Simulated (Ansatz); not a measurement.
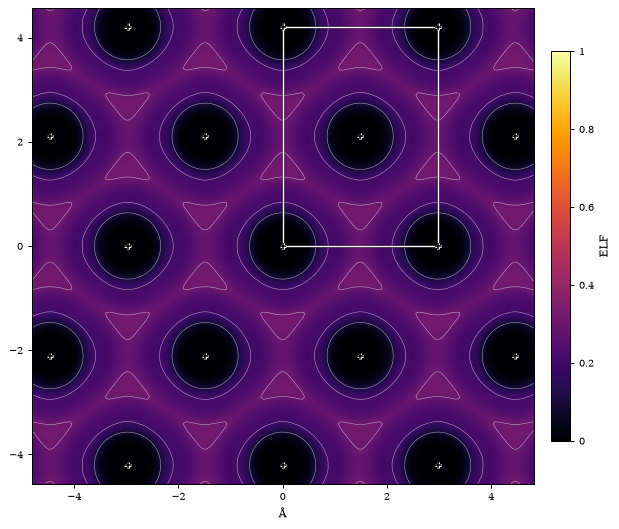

The electron localisation function on a plane through atoms (crosses mark nuclei in the plane).

Computed with DFT PBEsol, scalar-relativistic, plane waves, PAW in Ansatz.

Candidates:
A. Zn, a = 2.98 Å, b = 2.98 Å, c = 2.98 Å, α = 90.00°, β = 90.00°, γ = 90.00°. Space group Im-3m; a structure from a database of computed crystals, not necessarily the ambient phase; computed pressure about 8 GPa in this cell.
B. Ti (slab), a = 3.21 Å, b = 3.21 Å, c = 20.11 Å, α = 90.00°, β = 90.00°, γ = 90.00°. Not relaxed (largest force 0.6 eV/Å); computed without spin polarisation.

### Which system is this?

Candidate A: Zn on the (011) plane of the conventional cell, which holds Zn. Zn–Zn (2.58 Å): the ELF is about 0.30 at the midpoint: no shared electron pair shows on this line.
